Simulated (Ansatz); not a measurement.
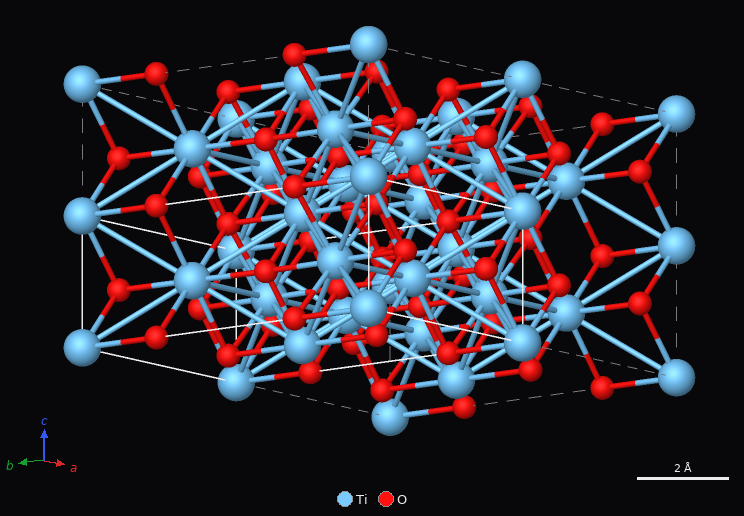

Crystal structure, ball-and-stick style, seen from a general direction. The solid frame is a single conventional unit cell within a 2×1×2 block.

Ti3O4, space group Cmmm (No. 65), a = 5.53 Å, b = 8.06 Å, c = 2.97 Å, α = 90.00°, β = 90.00°, γ = 90.00°.

Electronic-structure method: DFT PBEsol, scalar-relativistic, plane waves, PAW (Ansatz 0.2.0). Parameters: 420 eV cutoff, k-points about 0.17 Å⁻¹ apart, Gaussian smearing of 0.15 eV, no spin polarisation.

**Classify it as metallic or gapped, with the value.**

A metal: bands cross the Fermi level.

**State the hydrostatic pressure.**

The computed pressure is 13.2 GPa (compressed: it would expand). The stress isn't hydrostatic: its largest component is 20.8 GPa.

Source of the structure: a structure listed in the Materials Project. The cell was then strained or its atoms displaced on purpose. It was run through Ansatz as a DFT input.

At this level of theory the run's own cell isn't at rest (compressed, at 13 GPa and forces up to 0.8 eV/Å), so its distances can differ from those at equilibrium, the more so the softer the solid.
